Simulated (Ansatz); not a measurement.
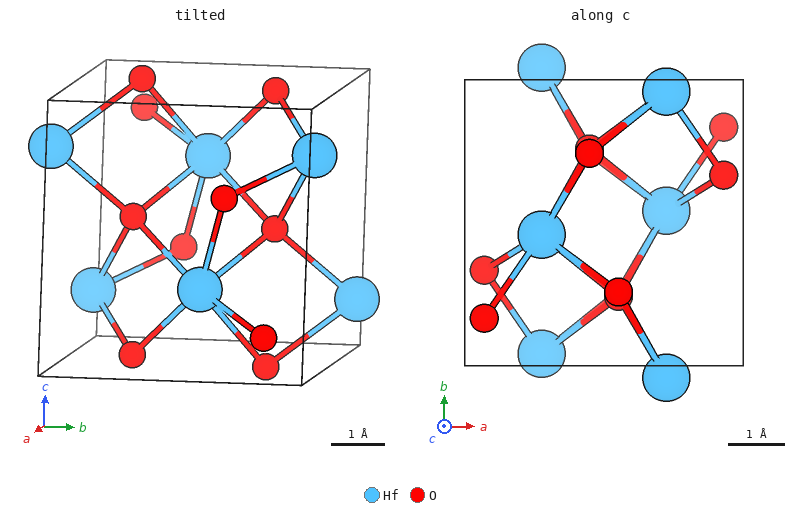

The image is a ball-and-stick drawing of a crystal, viewed slightly off an axis and along the c axis. The edges of the conventional unit cell are marked.

HfO$_{2}$, space group P2_1/c (No. 14), a = 5.114 Å, b = 5.181 Å, c = 5.295 Å, α = 90.00°, β = 99.46°, γ = 90.00°. The cell started as a structure listed in the Materials Project. Earlier steps of the study, as a rule a relaxation of our own, may have changed the cell and positions, so they can lie some per cent off the listed ones. A calculation with Ansatz used it as input.

This one geometry was computed with Ansatz (DFT, plane waves, PAW) at five levels of theory: PBE, r2SCAN, HSE06, PBE with spin-orbit coupling and PBE0. It was relaxed beforehand with r2SCAN.

Which level gives the highest pressure at this volume, and what does that say about its equilibrium volume?

Highest: PBE (5.6 GPa) and PBE with spin-orbit coupling (5.3 GPa), which points to the largest equilibrium volume. Lowest, with the smallest volume: r2SCAN (0.0 GPa), HSE06 (0.0 GPa) and PBE0 (0.1 GPa). Levels within 0.5 GPa of each other can't be told apart.

How does the band gap change with the level of theory?

PBE with spin-orbit coupling: a gap of 4.09 eV, indirect; PBE: a gap of 4.09 eV, indirect; r2SCAN: a gap of 4.60 eV, indirect; HSE06: a gap of 5.69 eV, indirect; PBE0: a gap of 6.45 eV, indirect.

Collect the results in a table.

| level | cutoff (eV) | k-mesh of the run's cell | gap (eV) | pressure (GPa) |
| --- | --- | --- | --- | --- |
| PBE | 420 | 6×6×6 | 4.09 | 5.6 |
| r2SCAN | 500 | 6×6×6 | 4.60 | 0.0 |
| HSE06 | 420 | 4×4×4 | 5.69 | 0.0 |
| PBE with spin-orbit coupling | 420 | 6×6×6 | 4.09 | 5.3 |
| PBE0 | 420 | 4×4×4 | 6.45 | 0.1 |

Gaps are taken on the k-mesh or band path of each run.
